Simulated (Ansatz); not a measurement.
# Bands, cutoff and cost in G0W0 for Bi2Te2PbS2 (R-3m), part 2 of 2

Aim: see how the G0W0 gap of Bi2Te2PbS2 (R-3m) on PBE moves with empty bands and screening cutoff, and what each rung costs.

Ansatz 0.2.0; G0W0 on PBE, plane waves, PAW. Known limits of the many-body steps: not at the basis limit; no spin-orbit coupling.

So far. Step 2 (207 empty bands, screening to 57 eV): The gap on the mesh goes from 0.34 eV to 0.49 eV, a correction of +0.15 eV. Between the two edge states, bare exchange in place of the xc potential would open the gap by 2.99 eV, and correlation takes back 2.85 eV. Step 3 (587 empty bands, screening to 114 eV): Against the run with 4×4×4 mesh, 207 empty bands, screening to 57 eV, the gap moves by +0.10 eV.

## (4) 1265 empty bands, screening to 190 eV

Input file input.yaml:

```yaml
crystal:
  lattice:
    - [2.13505, 1.2326716922, 13.4709566667]
    - [-2.13505, 1.2326716922, 13.4709566667]
    - [0.0, -2.4653433845, 13.4709566667]
  atoms:
    - { symbol: Bi, position: [0.58139, 0.58139, 0.58139] }
    - { symbol: Bi, position: [0.41861, 0.41861, 0.41861] }
    - { symbol: Te, position: [0.87066, 0.87066, 0.87066] }
    - { symbol: Te, position: [0.12934, 0.12934, 0.12934] }
    - { symbol: Pb, position: [0.0, 0.0, 0.0] }
    - { symbol: S, position: [0.29134, 0.29134, 0.29134] }
    - { symbol: S, position: [0.70866, 0.70866, 0.70866] }
kpoints:
  mp_grid: { grid: [4, 4, 4] }
hamiltonian:
  xc: pbe
scf:
  occupations: { method: fixed }
gw:
  n_empty_bands: 1265
  ecut_chi: 190.0
  qp_bands: [v2, c2]
  qp_kpoints: band_edges
  screening: { model: contour_deformation }
```

Command:

```console
$ ansatz run input.yaml --threads 3 --pin off --max-ram 64512MiB --backend cuda --events-out ev --progress --plain --runs-dir out --devices 1 --max-vram 24GiB  # rebuilt from the run's record
```

Numbers of over 12 decimals in the logs are rounded to 6 here.

The log of the run:

```text
GPUs: using 1 of 1 available (devices: 1).
[...]
GPU FFT provider: cuFFT
GPU libraries: cuBLAS 13.8.2, cuFFT 12.4.0, cuSOLVER 12.3.4
Crystal: 7 atoms, lattice volume = 212.718 Å³
Basis set: ecut = 420 eV, 4143 PW (Γ)
Bands: 53, of which v1, the nominal top of the filled ones, is band 44 counted from 1 (43 counted from 0)
Symmetry: 12 space group operations
[...]
k-points: 13 of 64
[...]
1    46     10.0164    -9.7123    -3.4790   -13.0491  0.7653     9.8738     9.8741  root
[...]
12    43      7.5599   -15.7774     1.1213   -14.1180  0.7523     6.9751     7.0217  root
    12    44      8.3728   -15.1568    -0.1600   -14.8212  0.7709     7.8520     7.8772  root
    12    45      8.7087    -9.4929    -2.8557   -12.1520  0.7938     8.5109     8.5121  root
    12    46      9.7526    -9.5522    -3.4107   -12.8445  0.7757     9.6338     9.6341  root
[key lines of the parts left out:]
SCF converged after 7 iterations
Free energy (F): -52466.096199 eV
Fermi energy:    8.372773 eV
```

Wall time 3.5 min (1 × NVIDIA H100 80GB HBM3 (shared by 3 runs) with 3 threads of AMD EPYC 7R13 (Zen 3), shared host); peak memory 6 GiB.

This step gave:

```yaml
bands_summed: 1309
rpa_eps_infinity_on_this_mesh_eigenvalues: 20.11, 20.11, 30.37
plane_waves_in_the_screening_matrix: 1273
g0w0_gap_on_the_mesh: 0.6349 eV
k_of_the_valence_top: -0.5, -0.5, -0.5
k_of_the_conduction_bottom: -0.5, -0.5, -0.5
starting_gap_on_the_mesh: 0.3359 eV
least_direct_g0w0_gap_on_the_computed_points: 0.6349 eV
```

Against the run with 4×4×4 mesh, 587 empty bands, screening to 114 eV, the gap moves by +0.05 eV.

## (5) Changing the frequency model: 4×4×4 mesh, 1265 empty bands, screening to 190 eV, plasmon pole

A plasmon pole stands in for the full frequency dependence of the screening; this run shows what that costs in accuracy.

Changes to input.yaml since step 4:

```diff
@@ -24,2 +24,2 @@
   qp_kpoints: band_edges
-  screening: { model: contour_deformation }
+  screening: { model: godby_needs }
```

The log of the run:

```text
GPUs: using 1 of 1 available (devices: 1).
[...]
GPU FFT provider: cuFFT
GPU libraries: cuBLAS 13.8.2, cuFFT 12.4.0, cuSOLVER 12.3.4
Crystal: 7 atoms, lattice volume = 212.718 Å³
Basis set: ecut = 420 eV, 4143 PW (Γ)
Bands: 53, of which v1, the nominal top of the filled ones, is band 44 counted from 1 (43 counted from 0)
Symmetry: 12 space group operations
[...]
k-points: 13 of 64
[...]
1    46     10.0164    -9.7123    -3.4513   -13.0491  0.7916     9.9019     9.9018  root
[...]
12    43      7.5599   -15.7774     1.0789   -14.1180  0.7797     6.9777     6.9793  root
    12    44      8.3728   -15.1568    -0.1218   -14.8212  0.7847     7.9148     7.9154  root
    12    45      8.7087    -9.4929    -2.8103   -12.1520  0.7983     8.5576     8.5575  root
    12    46      9.7526    -9.5522    -3.3943   -12.8445  0.7943     9.6506     9.6506  root
[key lines of the parts left out:]
SCF converged after 7 iterations
Free energy (F): -52466.096199 eV
Fermi energy:    8.372773 eV
```

Elapsed: 8.3 min, on 1 × NVIDIA H100 80GB HBM3 (shared by 3 runs) with 3 threads; peak memory 12 GiB; 20 min of CPU time.

This step gave:

```
bands summed                                 : 1309
plasmon-pole fit frequency                   : 23.88 eV
RPA ε∞ on this mesh (eigenvalues)            : 20.11, 20.11, 30.37
plane waves in the screening matrix          : 1273
G0W0 gap on the mesh                         : 0.6420 eV
k of the valence top                         : -0.5, -0.5, -0.5
k of the conduction bottom                   : -0.5, -0.5, -0.5
starting gap on the mesh                     : 0.3359 eV
least direct G0W0 gap on the computed points : 0.6420 eV
```

Against the run with 4×4×4 mesh, 1265 empty bands, screening to 190 eV, the gap moves by +0.007 eV.

## (6) Convergence and cost

Times are wall times on 1 × NVIDIA H100 80GB HBM3 (shared by 3 runs) with 3 threads of AMD EPYC 7R13 (Zen 3), shared host, good to a factor of about two.

```csv
mesh,files,frequency,bands summed,cutoff (eV),start (eV),G0W0 (eV),time,host memory (GiB)
4×4×4,default PAW,contour deformation,251,57,0.336,0.485,50 s,1.7
4×4×4,default PAW,contour deformation,631,114,0.336,0.584,75 s,2.8
4×4×4,default PAW,contour deformation,1309,190,0.336,0.635,3.5 min,6.0
4×4×4,default PAW,plasmon pole,1309,190,0.336,0.642,8.3 min,12
```

The parts of the quasiparticle energy at the two band edges (eV; QP = start + Σx + Σc − Vxc):

```csv
run,edge,start,Σx,Σc,Vxc,Z,QP
251 bands,valence top,8.37,-15.16,0.42,-14.82,0.78,8.46
251 bands,conduction bottom,8.71,-9.49,-2.43,-12.15,0.80,8.94
631 bands,valence top,8.37,-15.16,0.02,-14.82,0.77,8.06
631 bands,conduction bottom,8.71,-9.49,-2.73,-12.15,0.79,8.64
1309 bands,valence top,8.37,-15.16,-0.16,-14.82,0.77,7.88
1309 bands,conduction bottom,8.71,-9.49,-2.86,-12.15,0.79,8.51
```

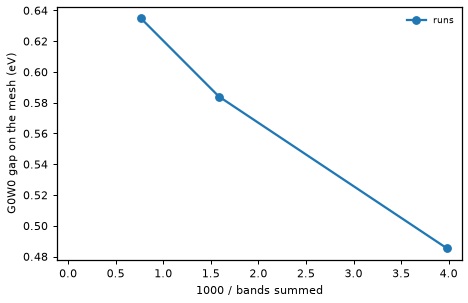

The gap against one over the number of bands.

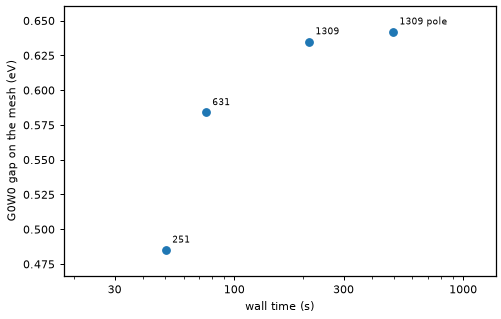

Result against wall time.

## (7) Outcome

- 251 bands, 57 eV: 0.485 eV
- 631 bands, 114 eV: 0.584 eV
- 1309 bands, 190 eV: 0.635 eV
- mesh and start: 4×4×4, PBE

**Reading.** From 251 to 1309 bands the gap moves by +0.15 eV while the time grows 4.2-fold. Σc changes by −0.58 eV at the valence top and −0.43 eV at the conduction bottom, so the levels themselves move more than the gap between them. The plasmon-pole model gives +0.01 eV against contour deformation, 2 % of the correction, and saved no time in this program. The many-body steps are scalar-relativistic: spin-orbit coupling is not in them.

[Paths, hosts, dates, memory and timing lines, banners, echoed tables and standing remarks are left out of the program output.]

[Logs are printed without paths, hosts, clocks, repeated set-up lines and the standing remarks that a program may print on its own settings, such as how far it seeks lower states.]

[Runs of the session that timed out or met a known fault of the program may be left out.]

[Cells called generated may have been cut or substituted from an entry of the Crystallography Open Database or the Materials Project.]

[Hosts, paths, dates, database ids (printed as entryN), source tags and the programs' standing remarks are cut or masked in the printed files.]
